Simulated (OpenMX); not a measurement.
## A series of single points on Ta

System: Ta (Im-3m, 1 atom in the cell).
Method: Kohn-Sham DFT of a periodic cell, PBE, OpenMX 2013 PBE set, no spin polarisation (OpenMX 3.8.5).

The 7 runs differ only in the geometry, by an even scaling of the cell at fixed fractional positions. The structure derives from an entry of the Crystallography Open Database.

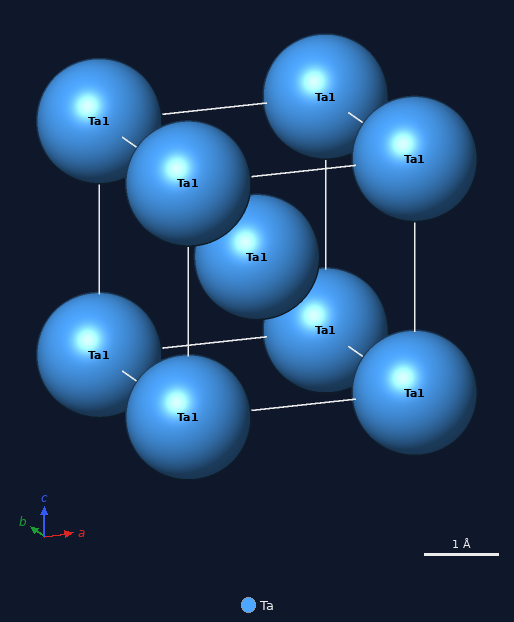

Figure 1. The structure of run 4 (spheres-only view of the cell 2 times as large as that of the calculation, set on its symmetry axes, seen slightly off an axis; atoms are numbered from 1 in the order of the input).

### Input of run 4
```
System.CurrrentDirectory             ./
System.Name                          Ta
DATA.PATH                            ./DFT_DATA13
level.of.stdout                      1
level.of.fileout                     0
Species.Number                       1
<Definition.of.Atomic.Species
  Ta  Ta7.0-s3p2d2f1         Ta_PBE13
Definition.of.Atomic.Species>

Atoms.Number                         1
Atoms.SpeciesAndCoordinates.Unit     FRAC
<Atoms.SpeciesAndCoordinates
    1  Ta    0.0000000000    0.0000000000    0.0000000000   6.500  6.500
Atoms.SpeciesAndCoordinates>

Atoms.UnitVectors.Unit               Ang
<Atoms.UnitVectors
    -1.6512800000    1.6512800000    1.6512800000
     1.6512800000   -1.6512800000    1.6512800000
     1.6512800000    1.6512800000   -1.6512800000
Atoms.UnitVectors>

scf.XcType                           GGA-PBE
scf.SpinPolarization                 off
scf.ElectronicTemperature            580.226
scf.energycutoff                     350.0
scf.maxIter                          100
scf.EigenvalueSolver                 band
scf.Kgrid                            11 11 11
scf.Mixing.Type                      rmm-diisk
scf.Init.Mixing.Weight               0.05
scf.Min.Mixing.Weight                0.001
scf.Max.Mixing.Weight                0.3
scf.Mixing.History                   25
scf.Mixing.StartPulay                8
scf.criterion                        1.0e-8
scf.stress.tensor                    on
MD.Type                              nomd
```

Command:
```bash
openmx Ta.dat -nt 1 > Ta.std
```

Run 3 has the same physical settings and fractional positions; its lattice vectors (Å) are:
```
  -1.640197    1.640197    1.640197
   1.640197   -1.640197    1.640197
   1.640197    1.640197   -1.640197
```

### Results, with one run withheld

| run | volume per atom (Å³) | free energy per atom, from the lowest run given (meV) |
| --- | --- | --- |
| 1 | 16.930 | 62.53 |
| 2 | 17.290 | 31.11 |
| 3 | 17.650 | ? |
| 4 | 18.010 | 0.72 |
| 5 | 18.371 | 0.00 |
| 6 | 18.731 | 7.50 |
| 7 | 19.091 | 22.63 |

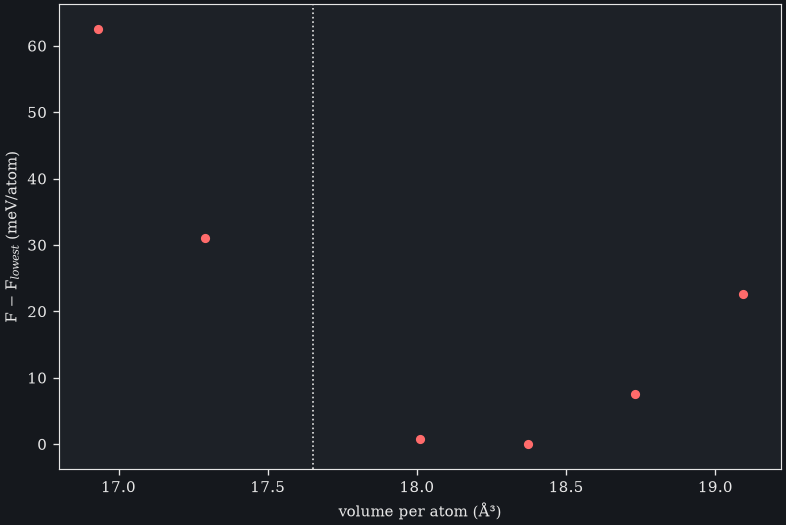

Figure 2. Free energy per atom of the runs given; the dotted line marks run 3.

Fit the runs given and predict run 3.

A cubic polynomial in V^(−2/3) (the Birch–Murnaghan form), fitted to the 6 runs given, misses them by at most 0.06 meV per atom. With x = V^(−2/3) − 0.14536 Å⁻², it reads F = 0.32107 + 2293 x + 1.2016e+06 x² − 2.4843e+05 x³ (meV per atom). At run 3 it gives 10.84 meV per atom, and the run itself gives 10.85. The fit has its minimum at 18.223 Å³ per atom, where V d²F/dV² gives 196 GPa: the bulk modulus at this level, since symmetry fixes the shape and the positions.

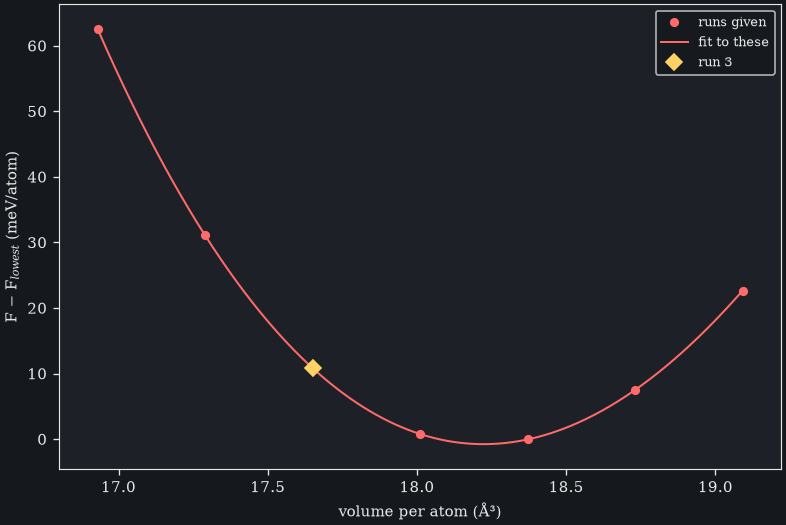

Figure 3. The fit and the withheld run.

### Some lines of the output (run 3)
```
[...]
  Cell_Volume =    119.109043446719 (Bohr^3)
        Total energy (Hartree) at MD = 1
   kloop=0
   kloop=1
   kloop=665
```

Notes: Spin–orbit coupling is left out, which matters for Ta. With a small basis of atomic orbitals these values can differ much from converged plane-wave results.
